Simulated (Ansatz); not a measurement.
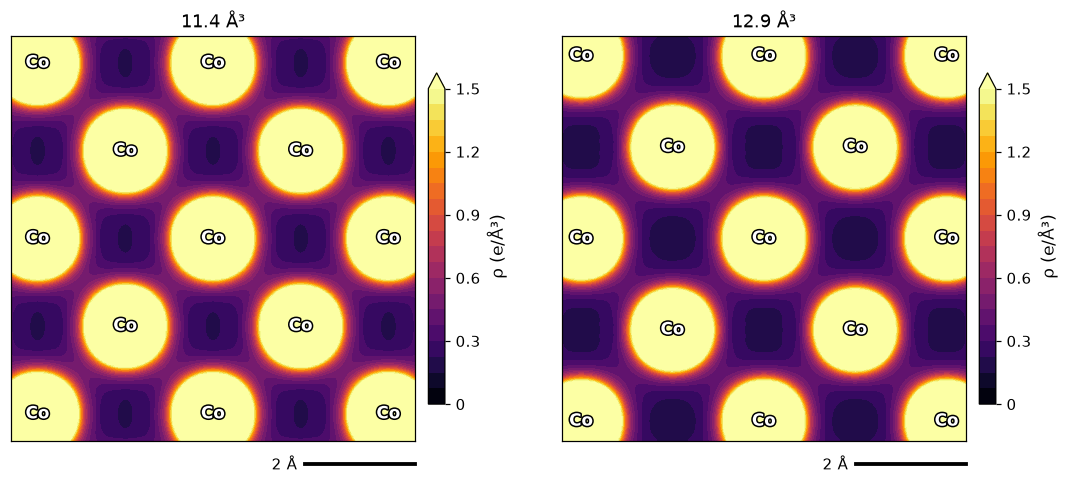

Co. The valence electron density of cells scaled evenly to different volumes (given per atom above each panel), on the (101) plane of each (indices in the axes of the cell below), at one length scale and on one colour scale.

A generated structure, not necessarily the stable one; spin-polarised.

Computed with Ansatz, DFT, BLYP, plane waves (420 eV) with PAW, scalar-relativistic.

The density is the valence pseudo-density of a PAW calculation; it isn't the true density close to the nuclei.

The largest cell:

```
CELL_PARAMETERS angstrom
0.00000 2.34766 2.34766
2.34766 0.00000 2.34766
2.34766 2.34766 0.00000
ATOMIC_POSITIONS crystal
Co 0.00000 0.00000 0.00000
Co 0.50000 0.50000 0.50000
```

| volume (Å³/atom) | Co–Co contact in the plane (Å) | ρ at its midpoint (e/Å³) | pressure (GPa) | largest moment (μB) | 
| --- | --- | --- | --- | --- |
| 11.45 | 2.254 | 0.487 | 26.1 | 1.55 | 
| 12.44 | 2.317 | ? | ? | ? | 
| 12.94 | 2.348 | 0.409 | 5.1 | 1.86 | 

Question: What values belong in the row with question marks?

Answer: Over the known rows ln ρ falls by 1.86 per Å of Co–Co distance (the line through the two), which gives 0.433 e/Å³ at 2.317 Å; the calculation gives 0.432 e/Å³. For the pressure, a straight line in volume between the neighbouring rows gives 12.1 GPa; the calculation gives 10.6, lower because pressure rises ever faster on compression. For the largest moment, a straight line in volume between the neighbouring rows gives 1.76 μB; the calculation gives 1.76.
